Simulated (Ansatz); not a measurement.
Here is a crystal structure:

```xyz
8
Lattice="5.7279 0.0000 0.0000 0.0000 5.7279 0.0000 0.0000 0.0000 5.7279" Properties=species:S:1:pos:R:3 pbc="T T T"
Al    0.0000    0.0000    0.0000
As    1.4320    4.2959    1.4320
Al    0.0000    2.8640    2.8640
As    1.4320    1.4320    4.2959
Al    2.8640    0.0000    2.8640
As    4.2959    4.2959    4.2959
Al    2.8640    2.8640    0.0000
As    4.2959    1.4320    1.4320
```

### Say what kind of structure these coordinates give.

The formula is AlAs. The lattice is face-centred cubic and the space group F-43m (No. 216). The arrangement is known as zinc blende (sphalerite type). Cell content 4 Al, 4 As; Z = 4. The polyhedra are AlAs4 tetrahedra; they share corners. The Al atoms are each bonded to four As in a tetrahedral arrangement at 2.48 Å. Each As atom has four Al in a tetrahedral arrangement at 2.48 Å around it. The bonds build a three-dimensional framework.

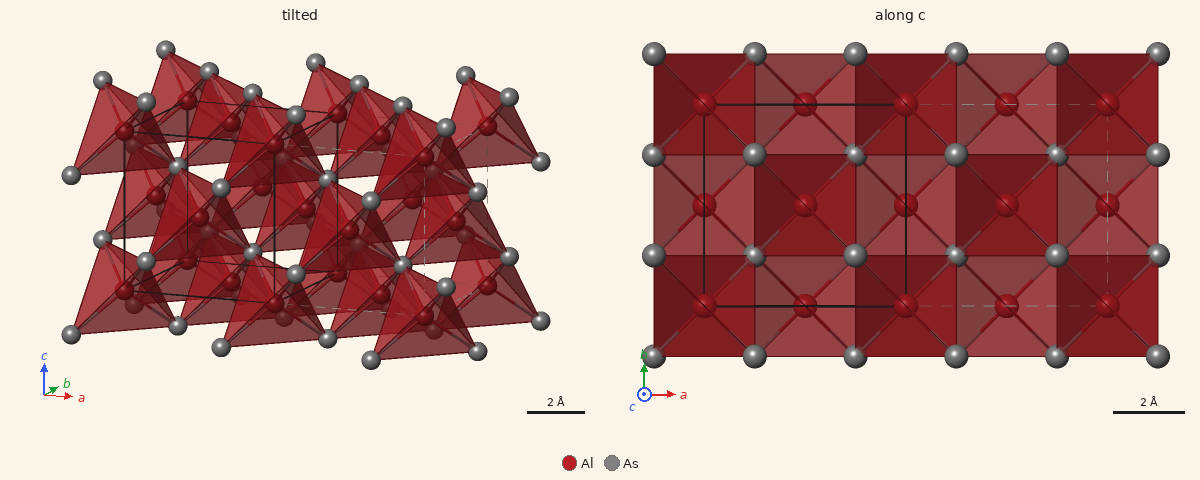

View slightly off an axis and along the c axis, drawn as a polyhedral model. The drawing covers 2×1×1 cells, and the solid lines enclose one conventional unit cell. Some neighbours outside the box are added. Colours: aluminium red, arsenic grey.

Its origin is a structure listed in the Materials Project. Earlier steps of the study may have refined or changed the cell and positions. It went into a calculation with Ansatz.
